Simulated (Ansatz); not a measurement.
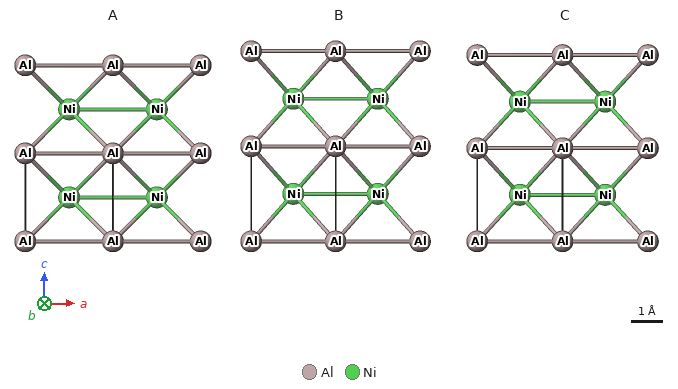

3 geometries from one relaxation of a crystal of AlNi (set up in Cmmm), in shuffled order. A ball-and-stick model of the cell of the calculation, repeated 2 × 1 × 2 with one cell outlined, seen along the b axis.

Method: DFT PBEsol, scalar-relativistic, plane waves, PAW (Ansatz 0.2.0). Settings: plane-wave cutoff 420 eV; k-point mesh 16 × 16 × 14; occupations gaussian; smearing width 0.1 eV; no spin polarisation; cell and atoms relaxed; force threshold 0.005 eV/Å; at most 80 steps.

Put them in the order of the run, from the start to the converged end.

Answer. B, C, A. They are steps 0, 1, 7, at +22.0 meV per atom, +12.8 meV per atom relative to the last. No atom moves by more than 0.005 Å relative to the cell. The volume changes by −0.1 %, with a = b 2.752 → 2.859 Å (+3.9 %), c 3.099 → 2.869 Å (−7.4 %), γ 90.4° → 90.0°. Near-neighbour distances that change, for instance: Al–Al 2.752 → 2.859 Å, Ni–Ni 2.752 → 2.859 Å, Al–Ni 2.493 → 2.479 Å. Within 0.06 Å the space group is P4/mmm at the start and Pm-3m at the end; at a tighter tolerance small leftover displacements or strains of the cell lower it. The energy falls by 22.0 meV per atom in 5 accepted moves (7 points after the start). All forces vanish by symmetry, so only the cell relaxes. Pressure: 0.35 GPa at the start and 0.00 GPa at the end. The SCF was repeated twice at an unchanged geometry on a basis and grid sized afresh for the cell, which shifted the energy by 0.3 meV per atom at most. Cost: 27 s on 2 threads of Intel(R) Xeon(R) 6975P-C (Granite Rapids), with other jobs on the host, peak memory 0.56 GiB.

Limits of the set-up: an element that often carries a moment was run without spin polarisation.
